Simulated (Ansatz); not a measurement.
Geometry relaxation of Si$_{16}$C (charge −1) (part 3 of 3)

Continued. System: Si$_{16}$C (defect cell, 17 atoms in the cell, total charge −1). Method: DFT PBE, scalar-relativistic, plane waves, PAW, spin-polarised (Ansatz 0.2.0); cutoff 420 eV, 2×2×2 k-mesh, Gaussian smearing of 0.01 eV, collinear spins. The structure derives from an entry of the Crystallography Open Database.

Geometry of the input (Å; fractional positions):
```
0.0000  5.4697  5.4697
5.4697  0.0000  5.4697
5.4697  5.4697  0.0000
Si 0.3664  0.3932  0.3759
Si 0.3908  0.3262  0.8923
Si 0.3731  0.8897  0.3643
Si 0.3262  0.9018  0.9005
Si 0.8646  0.3931  0.3763
Si 0.8580  0.4022  0.8832
Si 0.8566  0.8873  0.4023
Si 0.8790  0.9002  0.8986
Si 0.2376  0.2640  0.2609
Si 0.2304  0.2677  0.7483
Si 0.2315  0.7651  0.2615
Si 0.3046  0.6806  0.7153
Si 0.7400  0.2589  0.2599
Si 0.7493  0.2677  0.7513
Si 0.7373  0.7668  0.2677
Si 0.7243  0.7766  0.7760
C  0.1444  -0.1830  -0.1035
```

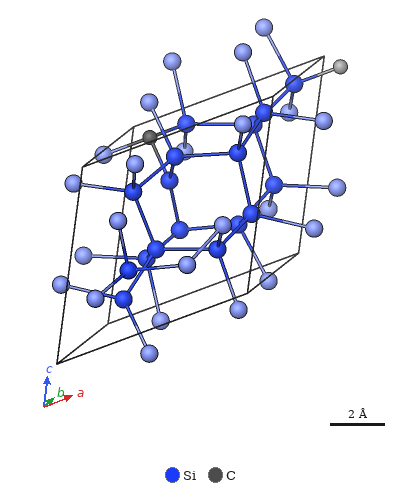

**Figure 1.** The geometry at step 8 of the log (ball-and-stick view of the cell of the calculation, seen slightly off an axis; neighbours outside the cell are drawn fainter).

Trajectory as extended XYZ, continued:
```
17
Lattice="0.0000 5.4697 5.4697 5.4697 0.0000 5.4697 5.4697 5.4697 0.0000" Properties=species:S:1:pos:R:3:forces:R:3 step=2 energy=-10412.27263
Si    4.2190    4.0563    4.1436    0.0104  -0.0042  -0.0138
Si    6.6469    7.0212    3.9198    0.0019  -0.0184  -0.0859
Si    6.8690    4.0213    6.9113    0.0692  -0.0405  -0.0355
Si    9.8353    6.7125    6.7117   -0.0454  -0.0663   0.0617
Si    4.2292    6.7973    6.8830    0.0241   0.0079  -0.0131
Si    7.0341    9.5155    6.8961    0.0118   0.0031  -0.0301
Si    7.0602    6.8720    9.5421   -0.0505   0.0099   0.0138
Si    9.8394    9.7299    9.7197    0.0958  -0.2279  -0.1793
Si    2.8699    2.7175    2.7485   -0.0072  -0.0201   0.0289
Si    5.5569    5.3587    2.7083   -0.0103   0.0212  -0.0212
Si    5.6393    2.7015    5.4486    0.1221   0.0687  -0.0415
Si    7.6041    5.5625    5.3881   -0.3131  -0.0947   0.0901
Si    2.8579    5.4552    5.4884    0.0318  -0.0372   0.0486
Si    5.5624    8.2332    5.5710   -0.0500   0.0831   0.0908
Si    5.6633    5.4920    8.2276   -0.0328   0.0231   0.0428
Si    8.4987    8.2137    8.2201    0.0311   0.0071  -0.0029
C    -1.5925    0.2386   -0.2262    0.1110   0.2853   0.0465
17
Lattice="0.0000 5.4697 5.4697 5.4697 0.0000 5.4697 5.4697 5.4697 0.0000" Properties=species:S:1:pos:R:3:forces:R:3 step=3 energy=-10412.31118
Si    4.2542    4.0364    4.1546   -0.0275  -0.0096  -0.0117
Si    6.5772    7.0249    3.9205   -0.0111   0.0305  -0.0306
Si    6.9235    3.9922    6.9528    0.0849  -0.0168  -0.0001
Si    9.8104    6.7030    6.6539   -0.0021   0.0786   0.1082
Si    4.2562    6.7904    6.9133   -0.0266   0.0102   0.0041
Si    7.0441    9.5260    6.8903    0.0110   0.0320  -0.0262
Si    7.0995    6.8622    9.5553    0.0507  -0.0037   0.0077
Si    9.8135    9.7583    9.7121   -0.0077  -0.1102  -0.0874
Si    2.8818    2.6657    2.8111   -0.0238  -0.0475   0.0358
Si    5.5257    5.3581    2.6694    0.0033   0.0007  -0.0138
Si    5.6959    2.7010    5.4639   -0.0110   0.0080   0.0398
Si    7.5309    5.5464    5.3830   -0.0264  -0.0791   0.0948
Si    2.9069    5.4454    5.5022   -0.0214   0.0155  -0.0052
Si    5.5280    8.2746    5.5897   -0.0046  -0.0004   0.0014
Si    5.7007    5.4802    8.2469   -0.0371  -0.0242  -0.0182
Si    8.5128    8.2111    8.2023    0.0576   0.0011   0.0127
C    -1.6681    0.3234   -0.3197   -0.0082   0.1148  -0.1113
17
Lattice="0.0000 5.4697 5.4697 5.4697 0.0000 5.4697 5.4697 5.4697 0.0000" Properties=species:S:1:pos:R:3:forces:R:3 step=4 energy=-10412.33022
Si    4.2721    4.0046    4.1724    0.0203   0.0310   0.0181
Si    6.4785    6.9852    3.9593   -0.0740   0.0251   0.0245
Si    7.0349    3.9288    7.0229   -0.0630   0.2942  -0.2314
Si    9.7939    6.7131    6.5948   -0.0842   0.1533  -0.0005
Si    4.2662    6.7737    6.9366   -0.0075  -0.0215  -0.0153
Si    7.0506    9.5456    6.8636   -0.0071  -0.0196   0.0754
Si    7.1328    6.8786    9.5307    0.0854   0.0387  -0.0031
Si    9.7931    9.8176    9.6990   -0.2425   0.1431   0.0115
Si    2.8858    2.5439    2.9310    0.1502  -0.0975   0.1296
Si    5.4759    5.3391    2.6229   -0.0408  -0.0631   0.0690
Si    5.7693    2.7178    5.4902   -0.0193   0.0384  -0.0675
Si    7.4828    5.5138    5.4166    0.2793  -0.2192   0.2131
Si    2.9307    5.4558    5.4870    0.0109   0.0043  -0.0419
Si    5.4690    8.3236    5.6094    0.0147  -0.1116   0.0035
Si    5.7500    5.4569    8.2322    0.1281   0.0601  -0.1170
Si    8.5454    8.2425    8.1745   -0.0764  -0.0157  -0.0330
C    -1.7378    0.4585   -0.4413   -0.0740  -0.2401  -0.0349
17
Lattice="0.0000 5.4697 5.4697 5.4697 0.0000 5.4697 5.4697 5.4697 0.0000" Properties=species:S:1:pos:R:3:forces:R:3 step=5 energy=-10412.35880
Si    4.2541    4.0048    4.2024   -0.0265  -0.0230  -0.0263
Si    6.4463    6.9016    4.0367   -0.0944   0.0840  -0.0218
Si    7.1244    3.8728    7.0849   -0.0910   0.2652  -0.2097
Si    9.7987    6.7849    6.5278   -0.0925   0.0444  -0.0205
Si    4.2570    6.7447    6.9547   -0.0353   0.0437   0.0225
Si    6.9516    9.5648    6.8587    0.0663  -0.0566   0.0438
Si    7.1955    6.9126    9.5162   -0.0086   0.0165  -0.0273
Si    9.8043    9.8555    9.6257   -0.1760   0.1105   0.0438
Si    2.8990    2.4365    3.0456    0.2086  -0.2411   0.2063
Si    5.3735    5.3655    2.6097    0.0749  -0.0066   0.0945
Si    5.8420    2.7723    5.4714   -0.0628   0.0371  -0.0370
Si    7.5299    5.4391    5.4661    0.2917  -0.0273   0.0280
Si    2.8970    5.4442    5.5120    0.0974   0.0533  -0.0639
Si    5.3867    8.3254    5.5922    0.0740  -0.1125  -0.0425
Si    5.8347    5.4787    8.1990    0.0072   0.0098  -0.1162
Si    8.5305    8.2972    8.1055   -0.0250   0.0115   0.0110
C    -1.7319    0.4987   -0.5069   -0.2083  -0.2088   0.1152
17
Lattice="0.0000 5.4697 5.4697 5.4697 0.0000 5.4697 5.4697 5.4697 0.0000" Properties=species:S:1:pos:R:3:forces:R:3 step=6 energy=-10412.37240
Si    4.2557    4.0086    4.1729    0.0009  -0.0349   0.0387
Si    6.4446    6.8532    4.0908   -0.0431   0.0661  -0.1226
Si    7.1578    3.8262    7.1235   -0.1280   0.1062  -0.1126
Si    9.7839    6.8195    6.5474    0.0527  -0.0527   0.0325
Si    4.2583    6.7684    6.9224   -0.0010  -0.0583   0.0499
Si    6.9770    9.5942    6.8197    0.0053  -0.0518   0.0538
Si    7.1390    6.9236    9.4937    0.0854   0.0073  -0.0205
Si    9.7825    9.8814    9.6053    0.0438  -0.0192   0.0378
Si    2.9251    2.3480    3.1146    0.1116  -0.1161   0.1721
Si    5.3929    5.3688    2.5943    0.0147   0.0569   0.0378
Si    5.8296    2.8016    5.4797    0.0157   0.0056  -0.0325
Si    7.5507    5.3994    5.5263   -0.0097   0.0473  -0.0300
Si    2.9152    5.4802    5.4567   -0.0672  -0.0123   0.0259
Si    5.3944    8.3524    5.5689    0.0342  -0.0369  -0.0056
Si    5.8271    5.4678    8.1431    0.0186   0.0485   0.0063
Si    8.4974    8.3122    8.1158   -0.0375   0.0484  -0.0766
C    -1.7379    0.4937   -0.4732   -0.0957  -0.0028  -0.0570
17
Lattice="0.0000 5.4697 5.4697 5.4697 0.0000 5.4697 5.4697 5.4697 0.0000" Properties=species:S:1:pos:R:3:forces:R:3 step=7 energy=-10412.39967
Si    4.2570    4.0035    4.1890   -0.0083  -0.0308   0.0026
Si    6.4088    6.8634    4.0788   -0.0086   0.0150  -0.0368
Si    7.1822    3.8348    7.1154    0.1073  -0.1300   0.1229
Si    9.7854    6.8263    6.5249    0.0447  -0.0262   0.0839
Si    4.2589    6.7536    6.9362   -0.0088  -0.0071   0.0373
Si    6.9613    9.5893    6.8257   -0.0059  -0.0060   0.0044
Si    7.1604    6.9271    9.4899    0.0707   0.0152  -0.0196
Si    9.7823    9.8953    9.5965    0.0608  -0.0882   0.0138
Si    2.9592    2.2834    3.1862    0.0330  -0.0375   0.0616
Si    5.3704    5.3684    2.5893   -0.0229   0.0063   0.0042
Si    5.8505    2.8060    5.4762    0.0127   0.0602  -0.0234
Si    7.5378    5.4099    5.5147   -0.0861   0.0834  -0.0649
Si    2.9090    5.4729    5.4692   -0.0333  -0.0027   0.0068
Si    5.3735    8.3539    5.5740   -0.0196  -0.0011   0.0124
Si    5.8476    5.4693    8.1424    0.0074   0.0307  -0.0524
Si    8.5039    8.3226    8.0988    0.0005  -0.0018  -0.0088
C    -1.7549    0.5195   -0.5055   -0.1436   0.1205  -0.1441
17
Lattice="0.0000 5.4697 5.4697 5.4697 0.0000 5.4697 5.4697 5.4697 0.0000" Properties=species:S:1:pos:R:3:forces:R:3 step=8 energy=-10412.50842
Si    4.2584    3.9923    4.2114   -0.0291  -0.0001  -0.0596
Si    6.3423    6.8714    4.0690    0.0326   0.0449  -0.0166
Si    7.2703    3.8178    7.1336    0.0930  -0.0144   0.0088
Si    9.7824    6.8389    6.4788    0.0696   0.0931   0.1485
Si    4.2582    6.7336    6.9584   -0.0273   0.0683  -0.0057
Si    6.9423    9.5854    6.8305   -0.0284   0.0361  -0.0379
Si    7.1878    6.9366    9.4809    0.0173   0.0121  -0.0114
Si    9.7792    9.9291    9.5795    0.0927  -0.1466  -0.0909
Si    3.0204    2.1572    3.3221    0.1325  -0.3680   0.3374
Si    5.3270    5.3636    2.5728   -0.0411  -0.0453  -0.0628
Si    5.8955    2.8362    5.4806    0.0092  -0.0016  -0.0215
Si    7.4983    5.4149    5.5083   -0.1129   0.0688  -0.0454
Si    2.9026    5.4671    5.4810   -0.0207   0.0154  -0.0161
Si    5.3317    8.3664    5.5851   -0.0521   0.0615   0.0195
Si    5.8920    5.4636    8.1168    0.0032   0.0192  -0.0022
Si    8.5170    8.3361    8.0764    0.0333  -0.0279   0.0384
C    -1.8120    0.5890   -0.5835   -0.1719   0.1844  -0.1827
17
Lattice="0.0000 5.4697 5.4697 5.4697 0.0000 5.4697 5.4697 5.4697 0.0000" Properties=species:S:1:pos:R:3:forces:R:3 step=9 energy=-10412.63146
Si    4.2421    3.9721    4.2094   -0.0134  -0.0126  -0.0451
Si    6.2921    6.8779    4.0637    0.1358  -0.0125   0.0303
Si    7.3401    3.8076    7.1401    0.0117   0.0429  -0.0541
Si    9.7996    6.8711    6.4650   -0.0004   0.0310   0.1219
Si    4.2427    6.7350    6.9746   -0.0166   0.0445   0.0115
Si    6.9244    9.5956    6.8193    0.0245  -0.0003   0.0039
Si    7.1992    6.9489    9.4672    0.0418   0.0170  -0.0241
Si    9.7994    9.9460    9.5460    0.0022  -0.1049  -0.0274
Si    3.0718    2.0188    3.4570    0.1174  -0.3092   0.3026
Si    5.2903    5.3559    2.5570    0.0143  -0.0173  -0.0538
Si    5.9318    2.8730    5.4733   -0.0922  -0.0359  -0.0470
Si    7.4554    5.4212    5.5181    0.0108   0.0861  -0.0835
Si    2.8988    5.4705    5.4755   -0.0397   0.0071  -0.0095
Si    5.2932    8.3841    5.5905    0.0116   0.0571  -0.0003
Si    5.9305    5.4708    8.0747   -0.0937   0.0523   0.0445
Si    8.5204    8.3547    8.0608    0.0049  -0.0056   0.0002
C    -1.8384    0.5961   -0.5905   -0.1193   0.1594  -0.1692
17
Lattice="0.0000 5.4697 5.4697 5.4697 0.0000 5.4697 5.4697 5.4697 0.0000" Properties=species:S:1:pos:R:3:forces:R:3 step=10 energy=-10412.59812 accepted=F
Si    4.2207    3.9658    4.1895   -0.0405  -0.0984  -0.0538
Si    6.2990    6.8843    4.0595   -0.0016   0.0722  -0.0651
Si    7.3464    3.8193    7.1248   -0.0457   0.1234  -0.1175
Si    9.8006    6.8815    6.4756    0.0365  -0.0243  -0.0094
Si    4.2212    6.7545    6.9792   -0.0308   0.0613   0.0950
Si    6.9321    9.5995    6.8172   -0.0168  -0.0008  -0.0188
Si    7.2081    6.9623    9.4545   -0.1132  -0.0352   0.0276
Si    9.8009    9.9382    9.5326    0.0515  -0.0143   0.0101
Si    3.1439    1.8895    3.5860   -0.3533   0.8225  -0.8387
Si    5.2911    5.3511    2.5448    0.0176   0.0544   0.0825
Si    5.9169    2.8834    5.4530    0.0316   0.0113   0.0379
Si    7.4370    5.4354    5.5110   -0.0512  -0.0892   0.0876
Si    2.8887    5.4769    5.4674    0.0232   0.0271  -0.0133
Si    5.2934    8.3999    5.5931    0.0067  -0.0840  -0.0452
Si    5.9190    5.4929    8.0637    0.0215  -0.0410  -0.0216
Si    8.5271    8.3602    8.0524   -0.0151  -0.0003   0.0156
C    -1.8527    0.6044   -0.6024    0.4791  -0.7850   0.8271
17
Lattice="0.0000 5.4697 5.4697 5.4697 0.0000 5.4697 5.4697 5.4697 0.0000" Properties=species:S:1:pos:R:3:forces:R:3 step=11 energy=-10412.66590
Si    4.2286    3.9734    4.1919   -0.0013  -0.0590  -0.0255
Si    6.3132    6.8912    4.0534   -0.0089  -0.0090   0.0080
Si    7.3225    3.8318    7.1135    0.0240  -0.0291   0.0308
Si    9.7986    6.8674    6.4879    0.0434   0.0100   0.0178
Si    4.2285    6.7533    6.9709   -0.0017   0.0235   0.0619
Si    6.9413    9.5989    6.8155    0.0145  -0.0071   0.0071
Si    7.1859    6.9549    9.4595   -0.0197  -0.0093   0.0071
Si    9.7979    9.9266    9.5478    0.0427  -0.0125  -0.0123
Si    3.1154    1.9562    3.5188    0.0503  -0.0568   0.0570
Si    5.3091    5.3510    2.5547   -0.0100   0.0319   0.0205
Si    5.9044    2.8711    5.4640   -0.0074   0.0314  -0.0068
Si    7.4476    5.4359    5.5080   -0.0017   0.0401  -0.0386
Si    2.8939    5.4813    5.4633   -0.0286  -0.0025   0.0034
Si    5.3093    8.3902    5.5934   -0.0090  -0.0226  -0.0289
Si    5.9035    5.4807    8.0739   -0.0056   0.0074  -0.0308
Si    8.5214    8.3509    8.0635   -0.0373  -0.0082   0.0098
C    -1.8280    0.5846   -0.5782   -0.0437   0.0716  -0.0807
17
Lattice="0.0000 5.4697 5.4697 5.4697 0.0000 5.4697 5.4697 5.4697 0.0000" Properties=species:S:1:pos:R:3:forces:R:3 step=12 energy=-10412.66859
Si    4.2214    3.9709    4.1895   -0.0084   0.0115  -0.0036
Si    6.3171    6.8902    4.0545    0.0140  -0.0033   0.0036
Si    7.3340    3.8339    7.1112   -0.0053  -0.0019   0.0011
Si    9.8053    6.8767    6.4915    0.0012  -0.0257  -0.0095
Si    4.2216    6.7551    6.9738   -0.0088   0.0048  -0.0135
Si    6.9332    9.5953    6.8193    0.0009  -0.0043   0.0038
Si    7.1742    6.9527    9.4621   -0.0031  -0.0036   0.0036
Si    9.8052    9.9230    9.5379    0.0060   0.0044   0.0244
Si    3.1264    1.9429    3.5319   -0.0038   0.0056  -0.0043
Si    5.3070    5.3558    2.5599   -0.0109   0.0019  -0.0104
Si    5.9045    2.8843    5.4623    0.0036  -0.0009   0.0087
Si    7.4565    5.4395    5.5051    0.0187   0.0117  -0.0114
Si    2.8823    5.4787    5.4660    0.0069  -0.0044   0.0046
Si    5.3071    8.3848    5.5890   -0.0114   0.0104  -0.0018
Si    5.9044    5.4826    8.0608    0.0048  -0.0096   0.0005
Si    8.5103    8.3469    8.0681    0.0071   0.0080  -0.0121
C    -1.8171    0.5859   -0.5811   -0.0114  -0.0047   0.0162
17
Lattice="0.0000 5.4697 5.4697 5.4697 0.0000 5.4697 5.4697 5.4697 0.0000" Properties=species:S:1:pos:R:3:forces:R:3 step=13 energy=-10412.66873
Si    4.2201    3.9722    4.1894    0.0017  -0.0014   0.0021
Si    6.3174    6.8897    4.0552   -0.0009   0.0019  -0.0018
Si    7.3318    3.8335    7.1112    0.0007   0.0047  -0.0041
Si    9.8066    6.8737    6.4899    0.0038   0.0045   0.0059
Si    4.2198    6.7556    6.9726    0.0023  -0.0027   0.0018
Si    6.9338    9.5933    6.8210   -0.0004   0.0007  -0.0010
Si    7.1750    6.9529    9.4614    0.0021  -0.0009  -0.0001
Si    9.8063    9.9247    9.5407    0.0030  -0.0058  -0.0055
Si    3.1253    1.9447    3.5307   -0.0002   0.0022  -0.0028
Si    5.3066    5.3550    2.5594   -0.0003   0.0002   0.0016
Si    5.9040    2.8839    5.4619    0.0015   0.0023  -0.0026
Si    7.4581    5.4401    5.5049   -0.0054  -0.0059   0.0059
Si    2.8810    5.4779    5.4669   -0.0005   0.0026  -0.0025
Si    5.3064    8.3855    5.5897    0.0000  -0.0018  -0.0001
Si    5.9038    5.4828    8.0608    0.0013   0.0031  -0.0015
Si    8.5143    8.3469    8.0669   -0.0036  -0.0017   0.0061
C    -1.8171    0.5868   -0.5810   -0.0050  -0.0021  -0.0014
```

Key numbers:

```csv
quantity,value
outcome,converged
electrons treated,69
free energy,−10412.6687 eV
Fermi energy,6.840 eV
gap on the k-point mesh,none (metallic)
net moment of the cell,0.00 μB
integrated absolute moment,0.00 μB
final volume,327.28 Å³
largest force (length of the vector) at the end,0.010 eV/Å
hardware,"2 threads of Intel Xeon @ 2.70GHz, 189 GiB of memory available, shared host"
wall time,2.9 min (CPU time 5.5 min)
peak memory,0.8 GiB
```

Remarks:

Warnings of the run: some starting moments were not kept. The k-point mesh is coarse for a cell of this size, so the results may not be converged.
